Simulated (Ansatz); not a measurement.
Be2S5

```
Be S
1.0
    -6.84597    0.00478   -0.21048
    -3.39307   -5.95556   -0.26077
    -1.16433   -3.11777   10.08594
Be S
4 10
Direct
  0.99248 0.04116 0.02277
  0.49252 0.53998 0.02251
  0.49104 0.04469 0.01514
  0.99151 0.54432 0.01356
  0.15511 0.22285 0.99001
  0.66161 0.19581 0.04612
  0.16084 0.69765 0.04273
  0.65522 0.72127 0.99357
  0.56817 0.73218 0.61308
  0.64582 0.60853 0.44718
  0.43728 0.46687 0.45127
  0.04293 0.88462 0.56402
  0.12041 0.76065 0.39823
  0.25172 0.02610 0.55981
```

Space group P1; a generated structure, not necessarily the stable one; changed on purpose from its base cell (volume × 1.06, shape and atoms relaxed).

Method: DFT PBE, scalar-relativistic, plane waves, PAW in Ansatz.

In a PAW calculation such maps are meaningful between the atoms, not at the nuclei.

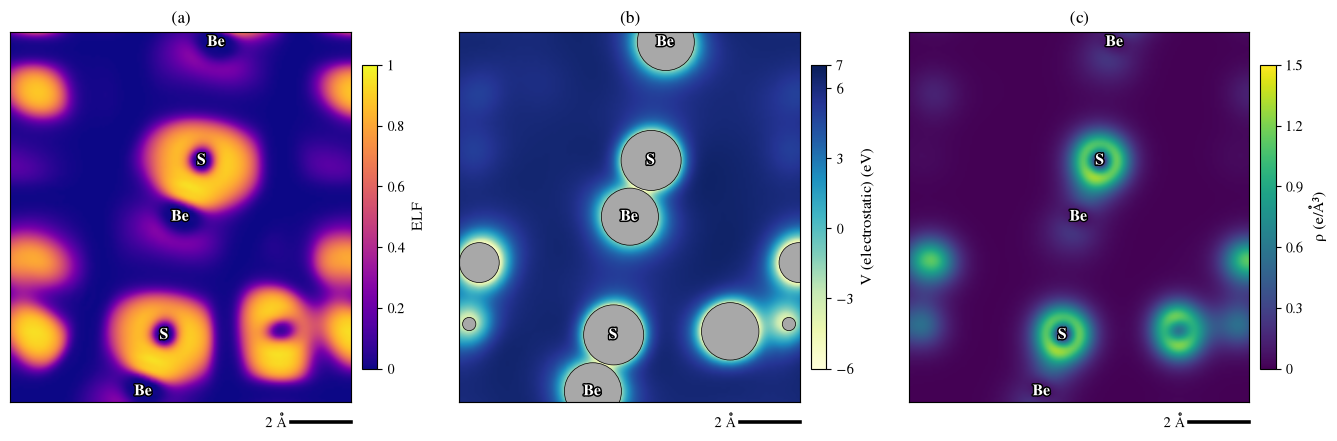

Figure 1. (a) ELF; (b) electrostatic potential (local pseudopotential plus Hartree) felt by an electron; (c) valence charge density (pseudo) on the (11̄0) plane of the conventional cell. Grey discs cover the atomic cores in the potential map.

Interpret the plot.

The plane passes through Be and S nuclei.
Atoms just off the plane (S, 0.3 Å away) can leave unmarked features too.
Be–S (2.00 Å): ρ is about 0.79 e/Å³ halfway; the ELF peaks at about 0.95 between the atoms: a polar covalent bond.
The density dies away to nearly zero in the voids.
The ELF also peaks beside S, away from the bonds: lone-pair regions.
Outside the cores the potential energy rises away from the atoms and is highest about 2.1 Å from the nearest atoms; its zero is arbitrary.

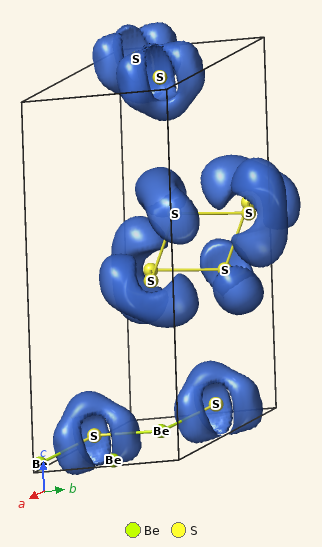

Figure 2. Isosurface of the ELF at 0.85 (blue), seen slightly off an axis. Only the valence region is drawn (cores and ρ < 0.01 e/Å³ removed). Sticks mark near contacts.

Where are the electrons localised?

At this value the surface marks out six lobes on S, pointing away from the bonds (lone pairs) and four regions wrapped around S (the valence shell of each), counted in one cell of 14 atoms. Any copies at cell faces, edges or corners count once.


 S–S (2.08 Å): the ELF peaks at about 0.80 between the atoms (a shared electron pair).

Does the calculation make it a metal, or give it a gap?

It is gapped, with a Kohn–Sham gap of 2.6 eV on the k-point mesh, an upper bound to the gap of this method.
